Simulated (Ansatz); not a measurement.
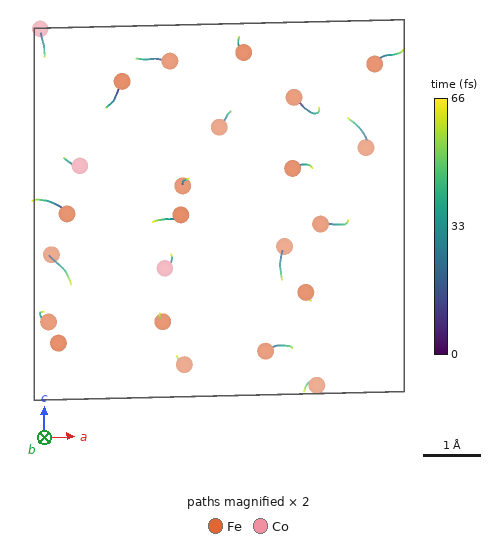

A Born-Oppenheimer molecular dynamics run of an amorphous cell of composition Fe7Co (24 atoms in the cell), 66 fs long. It starts from the last geometry of an earlier run, with fresh velocities. Lines trace each atom's path, coloured by time; spheres stand at the starting positions. The excursions are magnified 2 times. Seen along the b axis in the simulation cell.

These are results of DFT PBEsol, scalar-relativistic, plane waves, PAW in Ansatz 0.2.0, not measurements. Set-up: plane-wave cutoff 420 eV; k-point mesh 1 × 1 × 1; Fermi-Dirac smearing 0.05 eV; volume 1.04 times that of the relaxed crystal; set temperature 300 K; time step 3 fs.

The input:
```yaml
crystal:
  lattice:
    - [6.57111, -0.225053, 0.087582]
    - [-0.225053, 6.296561, -0.202019]
    - [0.087582, -0.202019, 6.599873]
  atoms:
    - { symbol: Fe, position: [0.920021296, 0.2937308732, 0.8828124497] }
    - { symbol: Fe, position: [0.6982519112, 0.2008936639, 0.6071547142] }
    - { symbol: Fe, position: [0.7737601472, 0.569464879, 0.4556905132] }
    - { symbol: Fe, position: [0.3664826027, 0.4725330856, 0.9034223564] }
    - { symbol: Fe, position: [0.4056146554, 0.8424802594, 0.0862192451] }
    - { symbol: Fe, position: [0.4012488302, 0.3875403667, 0.5670201723] }
    - { symbol: Fe, position: [0.0652776051, 0.0441008389, 0.1520201322] }
    - { symbol: Fe, position: [0.3961536806, 0.012066057, 0.4891771395] }
    - { symbol: Fe, position: [0.8965418634, 0.9097347655, 0.658444506] }
    - { symbol: Fe, position: [0.2373424756, 0.0638160385, 0.8518952217] }
    - { symbol: Fe, position: [0.0463662234, 0.8269302465, 0.3902513982] }
    - { symbol: Fe, position: [0.702065638, 0.5277862961, 0.7981630591] }
    - { symbol: Fe, position: [0.5659610676, 0.1780978375, 0.9218617657] }
    - { symbol: Fe, position: [0.0386890902, 0.4164828888, 0.2094455163] }
    - { symbol: Fe, position: [0.6763279606, 0.8861569675, 0.397747389] }
    - { symbol: Fe, position: [0.0884165863, 0.1818958211, 0.499040452] }
    - { symbol: Fe, position: [0.3471819702, 0.2708759058, 0.2030666192] }
    - { symbol: Fe, position: [0.5000386208, 0.7984751316, 0.7226382384] }
    - { symbol: Fe, position: [0.6252187981, 0.5046756915, 0.1173910913] }
    - { symbol: Fe, position: [0.763698415, 0.9066882816, 0.0224805676] }
    - { symbol: Fe, position: [0.7339534714, 0.2136341759, 0.2729933145] }
    - { symbol: Co, position: [0.0161354537, 0.7019177268, 0.9981911804] }
    - { symbol: Co, position: [0.1233190903, 0.5613410113, 0.6273014446] }
    - { symbol: Co, position: [0.352989889, 0.6118840586, 0.3464929374] }
  symmetry: { detect: false }
basis:
  ecutwfc: 420
  xc_grid: 1
kpoints:
  mp_grid: { grid: [1, 1, 1], shift: [0.25, 0.25, 0.25] }
hamiltonian:
  xc: pbesol
scf:
  occupations: { method: fermi_dirac, width: 0.05 }
  lower_state_search: "off"
  convergence: { dr2_threshold: 1.0e-05 }
output:
  forces: true
  stress: true
md:
  timestep: 3.0
  n_steps: 22
  ensemble: nvt_langevin
  friction: 0.015
  temperature: 300.0
  initial_velocities: maxwell_boltzmann
  seed: 40574
```

Command:
```bash
ansatz run input.yaml --threads 2 --pin off --max-ram 5120MiB --backend cpu --events-out ev --progress --plain --runs-dir out
```

**Describe the motion.**

Root-mean-square distances from the starting positions over the second half, with the common drift of all atoms taken out: Fe 0.23 Å, Co 0.20 Å. The run lasts only 66 fs, too short to tell vibration from diffusion. The mean temperature in the second half is 519 K (standard deviation 157 K). That is above the set 300 K, because the structure releases potential energy faster than the thermostat removes it. The temperature is still falling (723 K in the second quarter, 367 K in the last), so the run isn't equilibrated. The potential energy in the second half lies on average 79.0 meV per atom below the first frame. The first frame is far from relaxed (forces up to 2.9 eV/Å), so much of the motion is the structure settling. The mean pressure there is −20.1 GPa.

Limits of the set-up: the k-point mesh is coarse for a cell with partly filled bands; the periodic images lie only 6.3 Å apart, so the values are limited by the cell's size; an element that often carries a moment was run without spin polarisation.
